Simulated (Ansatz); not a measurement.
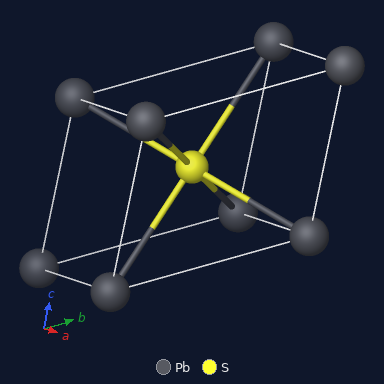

System: PbS, space group Fm-3m (No. 225). The picture shows the cell.

Starting cell:
```
CELL_PARAMETERS angstrom
0.00000 2.96500 2.96500
2.96500 0.00000 2.96500
2.96500 2.96500 0.00000
ATOMIC_POSITIONS crystal
Pb 0.00000 0.00000 0.00000
S 0.50000 0.50000 0.50000
```

Computed with Ansatz 0.2.0: biaxial strain in the xy plane and strain along z of a crystal, fractional coordinates fixed, by plane-wave density functional theory with PAW datasets, free energies less that of the undisturbed cell, pressure positive in compression. Level: PBE with D3(BJ), no spin polarisation.

```json
{"setting": "wave cutoff", "value": "420 eV"}
{"setting": "k mesh", "value": "10×10×10"}
{"setting": "occupations", "value": "Gaussian"}
{"setting": "smearing width", "value": "0.03 eV"}
{"setting": "k shift", "value": "(0, 0, 0) (mesh steps)"}
{"setting": "start", "value": "as given"}
```

What does the calculation give for the map of the energy change and pressure over strain zz and strain xx = yy? The grid: strain zz −0.05, −0.025, 0, 0.025, 0.05 ; strain xx = yy −0.05, −0.025, 0, 0.025, 0.05.

At the origin the energy is lower than all eight neighbouring grid points, so a minimum lies at or close to the given structure. The energy change is least, 0 meV/atom, at strain zz of 0 and strain xx = yy of 0, and largest, 127 meV/atom, at strain zz of −0.05 and strain xx = yy of −0.05. Near the origin the softest direction lies along strain zz, turned by about 9° so that strain xx = yy takes the opposite sign; the curvature across the valley is 2.3 times that along it. The pressure is least, −4.19 GPa, at strain zz of 0.05 and strain xx = yy of 0.05, and largest, 12.35 GPa, at strain zz of −0.05 and strain xx = yy of −0.05.

Energy change (meV/atom); rows strain xx = yy, columns strain zz:
```csv
,-0.05,-0.025,0,0.025,0.05
-0.05,127,94,80,81,92
-0.025,61,30,19,22,36
0,38,9,0,6,23
0.025,45,20,14,23,41
0.05,77,54,50,55,67
```

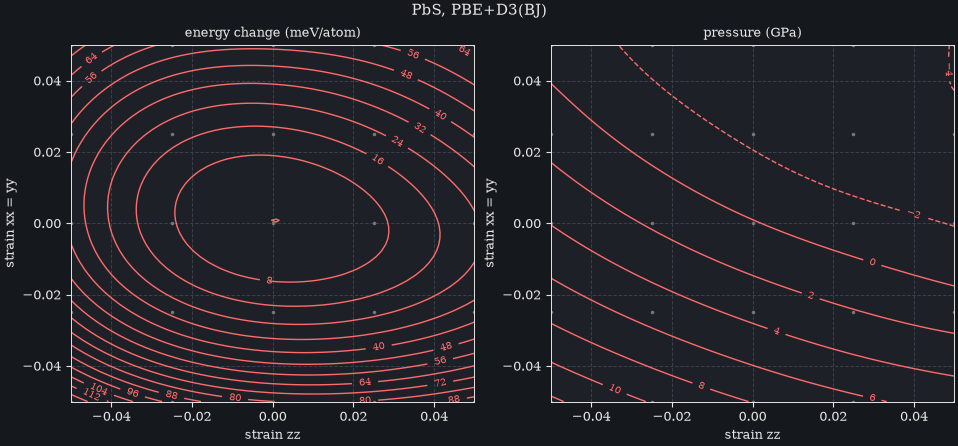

Note: reference crystal is not relaxed.
